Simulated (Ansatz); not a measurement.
```
Mn S
1.0
     3.95358    0.00000    0.00000
    -1.97679    3.42390    0.00000
     0.00000    0.00000    6.34253
Mn S
2 2
Cartesian
  1.9768 1.1413 3.1639
  0.0000 2.2826 6.3352
  0.0000 2.2826 3.9714
  1.9768 1.1413 0.8001
```

Space group P6₃mc; a structure from a database of computed crystals, not necessarily the ambient phase; computed pressure about 6 GPa in this cell; the SCF solution may not be the lowest one; the program warned that another magnetic order may lie lower; spin-polarised.

The calculation used Kohn-Sham DFT of a periodic cell, RPBE, Ansatz PAW (Ansatz).

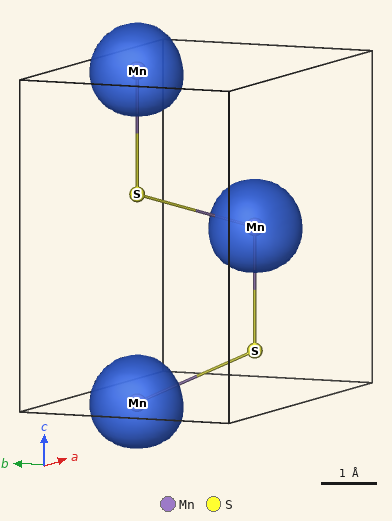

MnS. Isosurface of the spin density at +0.3 e/Å³ (blue), seen at an oblique angle. Sticks mark near contacts.

The density is the valence pseudo-density of a PAW calculation; it isn't the true density close to the nuclei.

> Describe the spin distribution.

The spin density sits on Mn: +4.1 μB (×2) in one cell of 4 atoms, with smaller moments on other sites: S (up to +0.12 μB): parallel main moments (a ferromagnetic arrangement) in this solution. The cell of the calculation (4 atoms) carries 9.9 μB of net spin moment.
